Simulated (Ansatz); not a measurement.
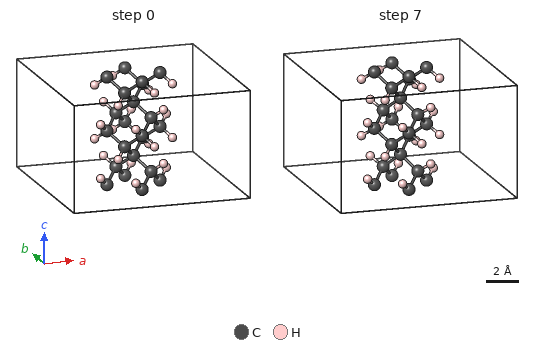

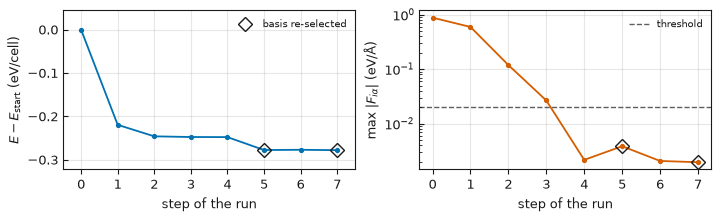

First and last geometry of a relaxation of a wire of composition H4C3, with the history of the run. The picture is a ball-and-stick view of the 2 repeat of the cell, with the vacuum cut short, seen slightly off an axis.

Case: wire along [0 0 1], 9 atoms a period, capped with H.

Method: Ansatz 0.2.0, DFT PBE, scalar-relativistic, plane waves, PAW. Settings: plane-wave cutoff 420 eV; k-point mesh 1 × 1 × 9; occupations gaussian; smearing width 0.05 eV; no spin polarisation; cell relaxed at fixed a, b, alpha, beta, gamma; force threshold 0.02 eV/Å; at most 45 steps.

Did the run converge, and what did it change?

It converged. The energy falls by 0.278 eV per cell of the calculation in 5 accepted moves (7 points after the start). Largest force component: 0.88 eV/Å at the start, 0.002 eV/Å at the end. The SCF was repeated twice at an unchanged geometry on a basis and grid sized afresh for the cell, which shifted the energy by 29.8 meV per cell of the calculation at most. The largest moves, 0.096 Å, are those of H atoms. By element the largest moves are H 0.096 Å, C 0.032 Å. Along the periodic axis the drawn cell goes c 7.143 → 7.482 Å (+4.7 %). Near-neighbour distances that change, for instance: C–C 1.546 → 1.567 Å, C–H 1.090 → 1.100 Å, C–C 1.546 → 1.540 Å. Among the angles between lasting bonds that change: C–C–C 109.5° → 104.6°, H–C–H 109.5° → 105.7°, C–C–C 109.5° → 111.9°.
